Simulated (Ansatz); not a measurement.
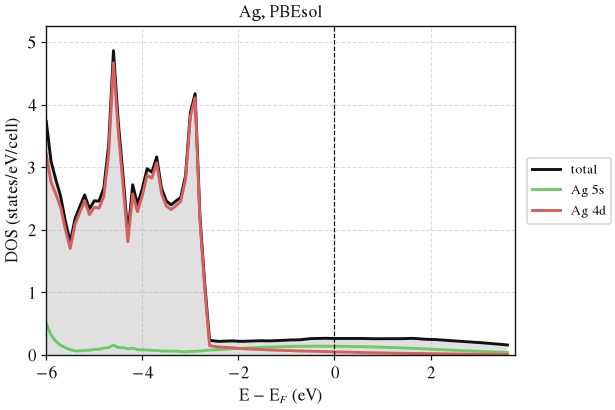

Density of states. Energies are counted from the Fermi level. The partial curves are projected on Löwdin-orthogonalised atomic shells; they sum to less than the total at higher energies, where shells without a projector contribute.

System: Ag, space group Fm-3m (No. 225), 1 atom in the cell.

Method: DFT PBEsol, scalar-relativistic, plane waves, PAW, no spin polarisation, 18×18×18 k mesh, Gaussian smearing of 0.1 eV (Ansatz 0.2.0).

**Metal or insulator, and how many states lie at the Fermi level?**

It is a metal. The density of states at the Fermi level is about 0.26 per eV and cell (mean within 0.25 eV).

**Where is the centre of the Ag 4d band?**

Over the range shown, the centre of the Ag 4d weight lies 4.2 eV below the Fermi level, and the shell is essentially full.
